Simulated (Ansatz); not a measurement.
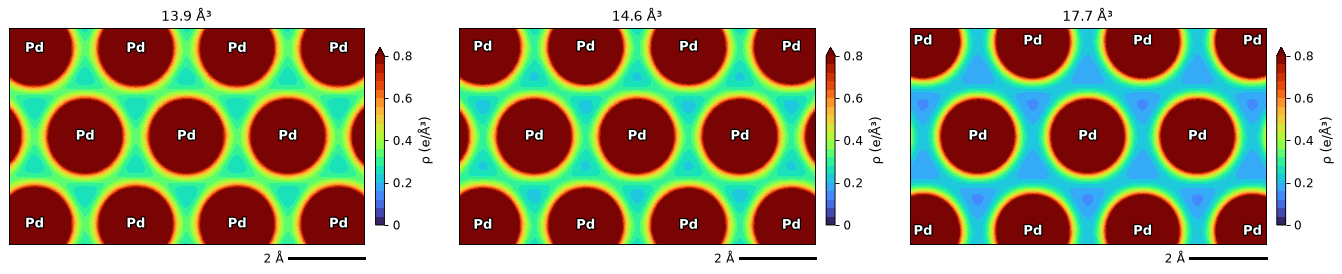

Pd. The valence electron density of cells scaled evenly to different volumes (given per atom above each panel), on the (001) plane of each (indices in the axes of the cell below), at one length scale and on one colour scale.

A generated structure, not necessarily the stable one.

Level of theory: Ansatz, DFT, RPBE, plane waves (420 eV) with PAW, scalar-relativistic.

The density is the valence pseudo-density of a PAW calculation; it isn't the true density close to the nuclei.

The largest cell:

```yaml
crystal:
  lattice:
    - [2.91869, 0.00000, 0.00000]
    - [-1.45935, 2.52766, 0.00000]
    - [0.00000, 0.00000, 9.61840]
  atoms:
    - { symbol: Pd, position: [0.00000, 0.00000, 0.00000] }
    - { symbol: Pd, position: [0.00000, 0.00000, 0.50000] }
    - { symbol: Pd, position: [0.33333, 0.66667, 0.25000] }
    - { symbol: Pd, position: [0.66667, 0.33333, 0.75000] }
```

| volume (Å³/atom) | Pd–Pd contact in the plane (Å) | ρ at its midpoint (e/Å³) | pressure (GPa) | 
| --- | --- | --- | --- |
| 13.94 | 2.693 | 0.328 | 26.5 | 
| 14.57 | 2.733 | 0.302 | 15.3 | 
| 15.84 | 2.810 | ? | ? | 
| 17.74 | 2.919 | 0.214 | −11.9 | 

What values belong in the row with question marks?

Answer. Over the known rows ln ρ falls by 1.88 per Å of Pd–Pd distance (a least-squares line), which gives 0.262 e/Å³ at 2.810 Å; the calculation gives 0.262 e/Å³. For the pressure, a straight line in volume between the neighbouring rows gives 4.4 GPa; the calculation gives 0.0, lower because pressure rises ever faster on compression.
